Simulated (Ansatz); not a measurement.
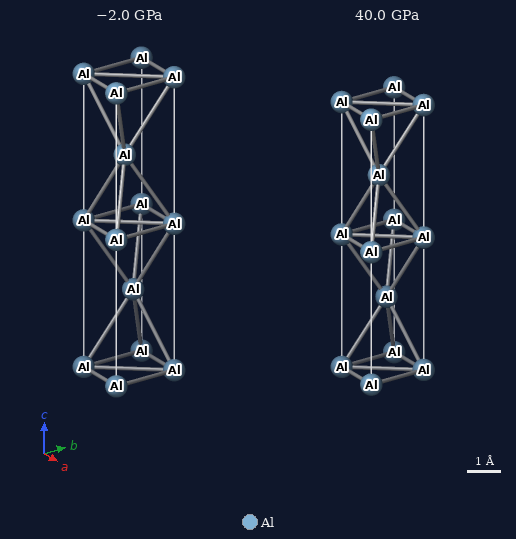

A crystal of Al (set up in P6_3/mmc), relaxed (cell and atoms) at several target pressures. The picture shows the first and the last member. A ball-and-stick model of the cell of the calculation, seen slightly off an axis.

Computed with Ansatz 0.2.0: DFT PBEsol, scalar-relativistic, plane waves, PAW. (plane-wave cutoff 420 eV; k-point mesh 18 × 18 × 6; occupations gaussian; smearing width 0.1 eV; no spin polarisation; cell and atoms relaxed; force threshold 0.008 eV/Å)

| pressure (GPa) | volume (Å³/atom) | a (Å) | c (Å) |
| --- | --- | --- | --- |
| −2.0 | 16.662 | 2.861 | 9.404 |
| 0.0 | 16.236 | 2.836 | 9.322 |
| 2.0 | 15.867 | 2.815 | 9.246 |
| 5.0 | 15.384 | 2.787 | 9.147 |
| 10.0 | 14.717 | 2.746 | 9.012 |
| 20.0 | ? | ? | ? |
| 40.0 | 12.370 | 2.592 | 8.501 |

> Fill in the missing row.

Murnaghan's form V = V₀(1 + B′P/B₀)^(−1/B′), with V₀ = 16.236 Å³ from the row at zero pressure, fits the other rows with B₀ = 83.3 GPa and B′ = 3.85 (largest miss 0.012 Å³). At 20.0 GPa it gives 16.236 × (1 + 3.85 × 20.0/83.3)^(−1/3.85) = 13.697 Å³ per atom. The calculation gives 13.712 Å³/atom (a = 2.682 Å, c = 8.804 Å). The estimate is 0.015 Å³/atom too low. From the first member to the last: Al–Al 2.873 → 2.599 Å.

The whole series:

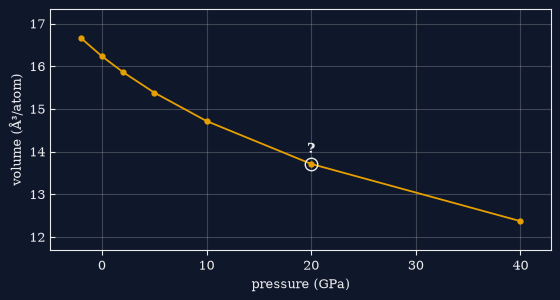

Each member starts from this one structure; whether another phase lies lower wasn't checked.
